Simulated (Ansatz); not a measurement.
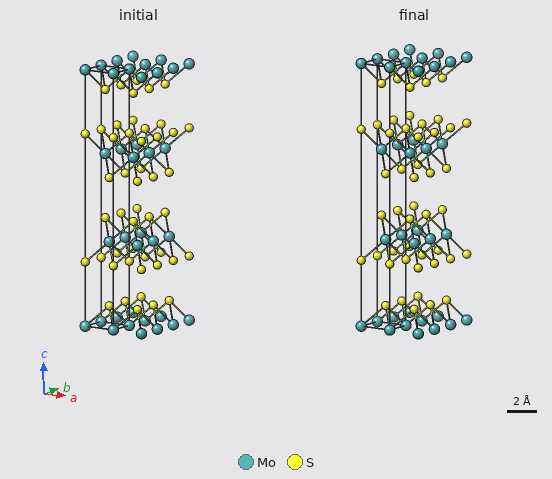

The structure of a crystal of MoS$_{2}$ (set up in R-3m) (coarse preliminary run) before (left) and after (right) a relaxation, at one scale.

A ball-and-stick model of the conventional cell (3 times the calculation's cell), repeated 2 × 3 × 1 with one cell outlined, seen from a free direction. Lengths and directions refer to the drawn axes.

Level of theory: Ansatz, DFT r2SCAN, scalar-relativistic, plane waves, PAW. Settings: plane-wave cutoff 500 eV; k-point mesh 6 × 6 × 6; occupations gaussian; smearing width 0.1 eV; no spin polarisation; cell and atoms relaxed; force threshold 0.05 eV/Å; at most 80 steps.

Question: Describe what moved and what it gained.

Answer: After 2 accepted moves (3 points after the start) the energy has fallen by 17.4 meV per atom. The largest force component goes from 0.73 to 0.042 eV/Å. Pressure: 6.98 GPa at the start and −0.17 GPa at the end. At 1 point the geometry stayed and the basis and grid were re-selected for the new cell (energy shift of 0.2 meV per atom at most each time). The largest moves relative to the cell, 0.013 Å, are those of S atoms. Mo stays in place. Cell: a = b 3.171 → 3.218 Å (+1.5 %), c 18.345 → 18.800 Å (+2.5 %). Volume +5.5 %. Near-neighbour distances that change, for instance: Mo–S 2.385 → 2.422 Å. The space group stays R-3m (No. 166). Cost: 44 s on 2 threads of AMD EPYC (Zen 3) (shared host), peak memory 0.5 GiB.

Limits of the set-up: layers or molecules are held without a dispersion correction, so their spacing is unreliable.
